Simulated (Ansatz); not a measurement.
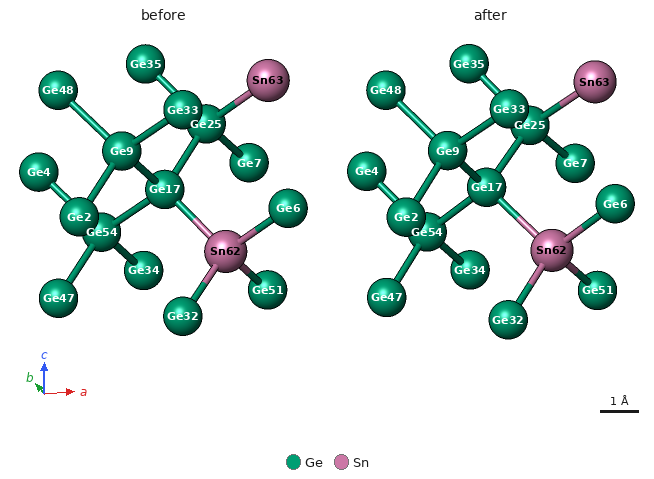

The structure of crystalline Ge₆₀Sn₄ (a generated structure, set up in P1) before (left) and after (right) a relaxation, at one scale.

A ball-and-stick model of the atoms within 4.2 Å of the atom that moves most (axes of the cell of the calculation (origin shifted)), seen slightly off an axis.

These are results of DFT, PBEsol, PAW, plane waves (Ansatz), not measurements. Settings: plane-wave cutoff 420 eV; k-point mesh 1 × 1 × 1; mesh shifted by (0.25, 0.25, 0.25); no spin polarisation; cell relaxed at fixed shape; force threshold 0.03 eV/Å; at most 80 steps.

Summarise the run.

The largest moves relative to the cell, 0.16 Å, are those of Ge17 and Ge59. Ge17 goes along [−3 2 1]. Largest moves by element: Ge 0.16 Å, Sn 0.05 Å. The volume changes by +0.1 %, with a = b = c 11.455 → 11.459 Å (0.0 %). Near-neighbour distances that change, for instance: Ge25–Sn63 2.478 → 2.606 Å, Ge51–Sn62 2.484 → 2.596 Å, Ge17–Sn62 2.483 → 2.594 Å, Ge6–Sn62 2.482 → 2.583 Å. Among the angles between lasting bonds that change: Ge9–Ge17–Ge54 108.1° → 112.4°, Ge7–Ge25–Ge35 108.7° → 112.6°, Ge4–Ge54–Ge17 110.6° → 107.0°. The space group stays P1 (No. 1). The energy falls by 22.4 meV per atom in 4 geometry steps. The largest force component goes from 1.9 to 0.017 eV/Å. Pressure: 0.47 GPa at the start and −0.01 GPa at the end.
